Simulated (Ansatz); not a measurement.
**Two runs on MoS₂**

System: MoS₂ (P1, 3 atoms in the cell).
Method of run A: DFT PBE+D3(BJ), scalar-relativistic, plane waves, PAW, no spin polarisation (Ansatz 0.2.0).

The structure derives from an entry of the Crystallography Open Database. Text and figures count atoms from 1; the logs count them from 0 in places.

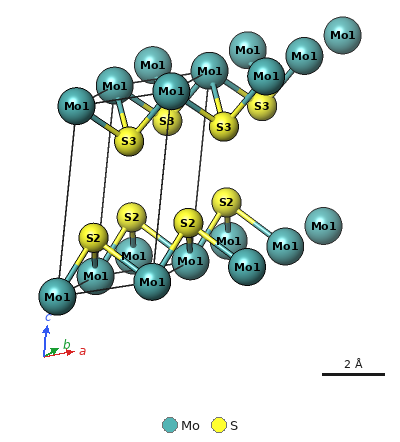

The structure (ball-and-stick view of the reduced cell, repeated 2 × 2 × 1, seen slightly off an axis; atoms are numbered from 1 in the order of the input). An atom can appear more than once, as a periodic image. Near neighbours in the periodic cell (some may lie outside the picture): Mo has 6 S at 2.29 to 2.51 Å; S has 3 Mo at 2.29 to 2.51 Å.

## Input file, run A
```yaml
crystal:
  lattice:
    - [1.5764743789, 0.910177907, 5.9965349857]
    - [-1.5764743789, 0.910177907, 5.9965349857]
    - [0.0, -1.8203558141, 5.9965349857]
  atoms:
    - { symbol: Mo, position: [-2.58359e-05, 2.88221e-05, 4.88283e-05] }
    - { symbol: S, position: [0.7006256652, 0.7677426042, 0.7923091089] }
    - { symbol: S, position: [0.6327860762, 0.5655055554, 0.5408791756] }
basis:
  ecutwfc: 420
kpoints:
  mp_grid: { grid: [12, 12, 12] }
hamiltonian:
  xc: pbe
  dispersion: d3bj
scf:
  occupations: { method: gaussian, width: 0.05 }
output:
  forces: true
  stress: true
  eigenvalues: true
```

Launched with:
```bash
ansatz run input.yaml --threads 2 --pin off --max-ram 5120MiB --backend cpu --events-out ev --progress --plain --runs-dir out
```

Hardware: 2 threads of Intel Xeon @ 2.50GHz (Skylake/Cascade Lake), 189 GiB of memory available, shared host.

## Output, shortened to warnings, some set-up lines, iterations and results (run A)
```
Basis set: ecut = 420 eV, 999 PW (Γ), FFT grids on a1−a3, a2−a3, a3, exchange–correlation on 48×48×90 points (8 copies of the dense FFT grid, shifted against one another)
Symmetry: 1 space group operations
k-points: 868 of 1728 (time reversal used)
Initial density: superposition of atomic densities (neutral atoms: chi_scale 0, normalization atom), corrected by the library's trained network
[...]
SCF iter   1: F=—  HF=-6763.829600 eV  |F-HF|=—  |Δ(HF+E_count)|=         —  Δρ=5.68e-3  dr2=5.55e-3  ethr=1.77e-3  ⟨swp⟩=6.0  Hψ=80729  notcnv=0
SCF iter   2: F=—  HF=-6763.833489 eV  |F-HF|=—  |Δ(HF+E_count)|=   3.89e-3  Δρ=2.93e-3  dr2=1.07e-3  ethr=2.13e-5  ⟨swp⟩=2.5  Hψ=30900  notcnv=0
SCF iter   3: F=—  HF=-6763.835526 eV  |F-HF|=—  |Δ(HF+E_count)|=   2.04e-3  Δρ=6.77e-4  dr2=5.59e-4  ethr=4.13e-6  ⟨swp⟩=2.0  Hψ=22474  notcnv=0
SCF iter   4: F=—  HF=-6763.835458 eV  |F-HF|=—  |Δ(HF+E_count)|=   6.79e-5  Δρ=9.20e-5  dr2=3.71e-6  ethr=2.15e-6  ⟨swp⟩=2.0  Hψ=20824  notcnv=0
SCF iter   5: F=—  HF=-6763.835454 eV  |F-HF|=—  |Δ(HF+E_count)|=   3.73e-6  Δρ=1.75e-5  dr2=9.57e-8  ethr=1.43e-8  ⟨swp⟩=2.0  Hψ=22556  notcnv=0
SCF iter   6: F=-6763.835454 eV  HF=-6763.835454 eV  |F-HF|=1.27e-9  |Δ(HF+E_count)|=   1.32e-7  Δρ=5.10e-6  dr2=1.40e-8  ethr=3.68e-10  ⟨swp⟩=3.2  Hψ=61264  notcnv=0
SCF 1 converged in 6 iterations: F = -6763.835454 eV  dr2 = 1.40e-8
SCF converged after 6 iterations
Free energy (F): -6763.835454 eV
Harris-Foulkes:  -6763.835454 eV  (|F-HF|=1.27e-9)
Internal energy: -6763.835454 eV  (E = F + TS)
E sigma→0 (E₀):  -6763.835454 eV
Fermi energy:    12.041110 eV
--- Per-component energies (eV) ---
  E_band       = -140.859717
  E_kinetic    = 657.841986
  E_local      = -1854.164788  (includes V_loc(G=0)·N_el)
  E_nonlocal   = 199.479115
  E_hartree    = 707.701877
  E_xc         = -379.149784
  E_vxc        = -405.890423  (∫ρ·V_xc dr)
  E_paw        = -4401.682096  (= ΣΔE_a)
  E_vpaw       = -153.533861  (= ΣTr[D̂ρ^β])
  E_aug_tail   = 0.000045  (compensation charges beyond the density's cutoff)
  E_ewald      = -1692.540419
  E_disp       = -1.321391  (pairwise vdW)
  E_smearing   = -0.000000  (= −TS)
  E_closure    = -0.000000  (closes the sum)
  Σ components = -6763.835454   (vs F -6763.835454, Δ=0.00e0)
--- Forces (eV/Å), atoms counted from 1 ---
  atom   1  Mo    -0.33580403     0.00152404    -0.03779843
  atom   2  S      1.17156413     1.01398491     0.27473989
  atom   3  S     -0.83574670    -1.01550366    -0.23693833
  max |Σ_I F_I| component: 1.34e-5 eV/Å
--- Stress (GPa, compression-positive) ---
        0.718553      -0.175180       9.307197
       -0.175180       1.010917       9.154977
        9.307196       9.154976       2.745165
  P = ⅓ Tr σ = 1.4915 GPa (14.915 kbar)
```

The input of run B differs as follows (lines with − go, lines with + come):
```diff
-    - { symbol: Mo, position: [-2.58359e-05, 2.88221e-05, 4.88283e-05] }
-    - { symbol: S, position: [0.7006256652, 0.7677426042, 0.7923091089] }
-    - { symbol: S, position: [0.6327860762, 0.5655055554, 0.5408791756] }
+    - { symbol: Mo, position: [3.16406e-05, 1.34213e-05, 6.7526e-06] }
+    - { symbol: S, position: [0.7712036131, 0.7488313001, 0.7406424652] }
+    - { symbol: S, position: [0.5620361111, 0.5844629514, 0.5926717447] }
```

How does run B compare with run A?

With the same functional and potentials, run B lies 63.6 meV per atom lower. The gap on the mesh goes from 0.73 to 0.78 eV. The pressure goes from 1.49 to 0.18 GPa. The largest force goes from 1.574 to 0.497 eV/Å. The number of SCF iterations is the same.

## Output, shortened to warnings, some set-up lines, iterations and results (run B)
```
Basis set: ecut = 420 eV, 999 PW (Γ), FFT grids on a1−a3, a2−a3, a3, exchange–correlation on 48×48×90 points (8 copies of the dense FFT grid, shifted against one another)
Symmetry: 1 space group operations
k-points: 868 of 1728 (time reversal used)
Initial density: superposition of atomic densities (neutral atoms: chi_scale 0, normalization atom), corrected by the library's trained network
[...]
SCF iter   1: F=—  HF=-6764.020075 eV  |F-HF|=—  |Δ(HF+E_count)|=         —  Δρ=5.64e-3  dr2=5.16e-3  ethr=1.77e-3  ⟨swp⟩=6.0  Hψ=80424  notcnv=0
SCF iter   2: F=—  HF=-6764.024311 eV  |F-HF|=—  |Δ(HF+E_count)|=   4.24e-3  Δρ=2.93e-3  dr2=1.04e-3  ethr=1.98e-5  ⟨swp⟩=2.3  Hψ=30538  notcnv=0
SCF iter   3: F=—  HF=-6764.026365 eV  |F-HF|=—  |Δ(HF+E_count)|=   2.05e-3  Δρ=7.77e-4  dr2=5.08e-4  ethr=4.01e-6  ⟨swp⟩=2.0  Hψ=22220  notcnv=0
SCF iter   4: F=—  HF=-6764.026365 eV  |F-HF|=—  |Δ(HF+E_count)|=   3.61e-8  Δρ=8.17e-5  dr2=3.42e-6  ethr=1.95e-6  ⟨swp⟩=2.0  Hψ=20828  notcnv=0
SCF iter   5: F=—  HF=-6764.026359 eV  |F-HF|=—  |Δ(HF+E_count)|=   6.62e-6  Δρ=1.55e-5  dr2=6.33e-8  ethr=1.32e-8  ⟨swp⟩=2.0  Hψ=22610  notcnv=0
SCF iter   6: F=-6764.026359 eV  HF=-6764.026359 eV  |F-HF|=7.29e-10  |Δ(HF+E_count)|=   1.35e-7  Δρ=4.31e-6  dr2=1.14e-8  ethr=2.44e-10  ⟨swp⟩=3.2  Hψ=59973  notcnv=0
SCF 1 converged in 6 iterations: F = -6764.026359 eV  dr2 = 1.14e-8
SCF converged after 6 iterations
Free energy (F): -6764.026359 eV
Harris-Foulkes:  -6764.026359 eV  (|F-HF|=7.29e-10)
Internal energy: -6764.026359 eV  (E = F + TS)
E sigma→0 (E₀):  -6764.026359 eV
Fermi energy:    12.030732 eV
--- Per-component energies (eV) ---
  E_band       = -140.864690
  E_kinetic    = 657.317202
  E_local      = -1851.325225  (includes V_loc(G=0)·N_el)
  E_nonlocal   = 199.320561
  E_hartree    = 706.512744
  E_xc         = -379.055617
  E_vxc        = -405.769319  (∫ρ·V_xc dr)
  E_paw        = -4401.606833  (= ΣΔE_a)
  E_vpaw       = -153.437846  (= ΣTr[D̂ρ^β])
  E_aug_tail   = 0.000040  (compensation charges beyond the density's cutoff)
  E_ewald      = -1693.868081
  E_disp       = -1.321151  (pairwise vdW)
  E_smearing   = -0.000000  (= −TS)
  E_closure    = -0.000000  (closes the sum)
  Σ components = -6764.026359   (vs F -6764.026359, Δ=0.00e0)
--- Forces (eV/Å), atoms counted from 1 ---
  atom   1  Mo    -0.03813216    -0.00050989     0.00212536
  atom   2  S     -0.32269723    -0.34024537     0.02663207
  atom   3  S      0.36082730     0.34075228    -0.02875415
  max |Σ_I F_I| component: 3.27e-6 eV/Å
--- Stress (GPa, compression-positive) ---
        0.163642       0.049285      -3.051228
        0.049285       0.059910      -3.068460
       -3.051228      -3.068460       0.311154
  P = ⅓ Tr σ = 0.1782 GPa (1.782 kbar)
```

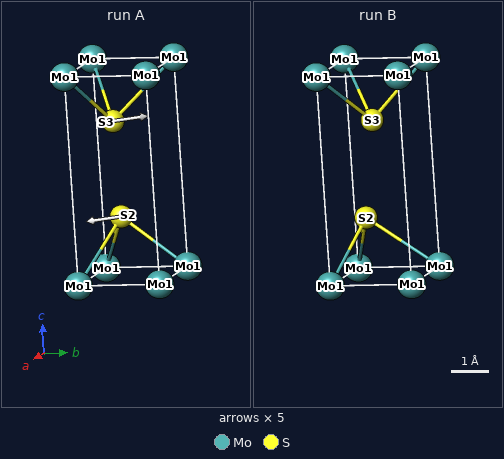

The two input geometries at one scale (ball-and-stick view of the reduced cell, seen slightly off an axis). The white arrows on the first give the shifts of the atoms relative to the cell, magnified 5 times. The largest moves, 0.20 Å, are those of S2 and S3. Mo stays in place. The cell doesn't change. Among the contacts that change: Mo1–S3 2.512 → 2.364 Å, Mo1–S2 2.292 → 2.436 Å.

## The two runs side by side

| quantity | run A | run B |
| --- | --- | --- |
| outcome | converged | converged |
| free energy per atom (eV) | −2254.6118 | −2254.6755 |
| gap on the mesh (eV) | 0.73 | 0.78 |
| pressure (GPa) | 1.49 | 0.18 |
| largest force (eV/Å) | 1.574 | 0.497 |
| SCF iterations | 6 | 6 |
| irreducible k-points | 868 | 868 |
| plane waves at Γ | 999 | 999 |
| wall time (shared host) | 75 s | 79 s |
